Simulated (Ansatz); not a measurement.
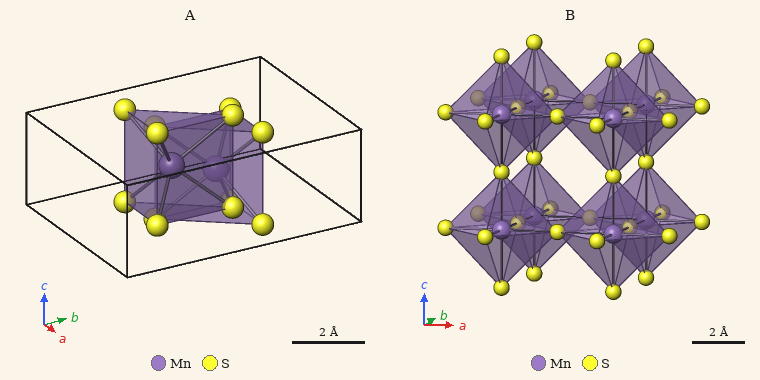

Two structures of MnS$_{3}$, each relaxed to rest (conventional cells in solid outline, small ones repeated, not to one scale). Method: DFT PBE, scalar-relativistic, plane waves, PAW in Ansatz 0.2.0, with collinear spins.

Describe A and B.

Answer. A: 8 atoms a cell on a primitive hexagonal lattice, P6_3/mmc. B: ReO₃ type, Pm-3m.

Which is the more stable form at this level of theory?

Answer. A is lower, by 407 meV/atom at this level of theory (energies at zero smearing). Volumes: A 26.5, B 23.2 Å³/atom.

One or both may be structure types tried for this composition rather than known phases.
